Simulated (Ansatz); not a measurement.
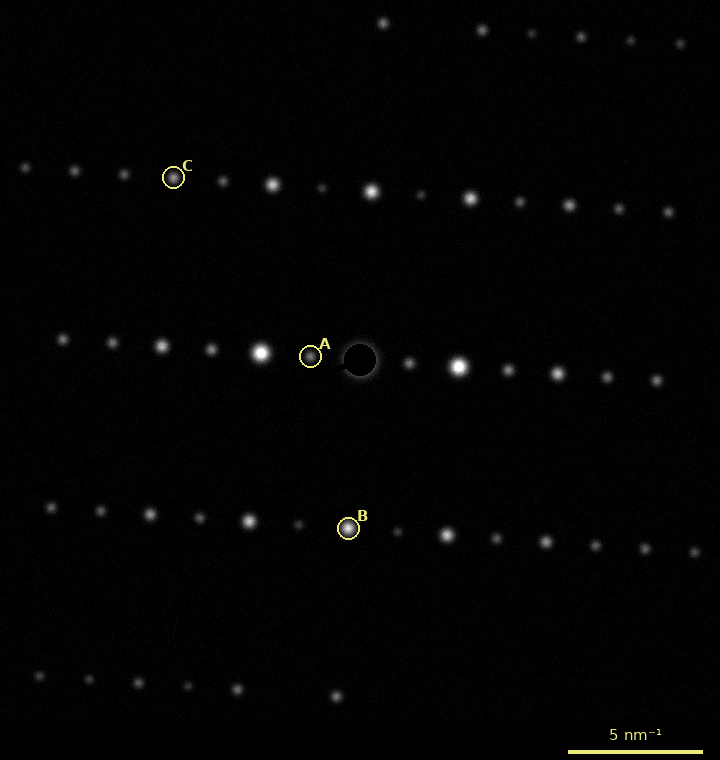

Simulated selected-area electron diffraction pattern (200 kV, kinematic approximation, thin crystal, B = 0.8 Å² for all atoms). The zone axis points towards the electron source and the pattern is seen from the source side.

Zr, space group Fmmm (No. 69), a = 3.161 Å, b = 5.311 Å, c = 10.752 Å. Structure: the geometry relaxed with DFT PBEsol, scalar-relativistic, plane waves, PAW in Ansatz; the starting structure was generated, so it need not be a known form of this composition.

Spot A is indexed 0 0 -2 and spot B -2 0 0.

Question: Index the other marked spot.

Answer: C = 4A − B = 2 0 -8 (d = 1.024 Å).

Question: Find the zone axis.

Answer: The cross product of A and B is parallel to [010]; every spot obeys hu + kv + lw = 0.
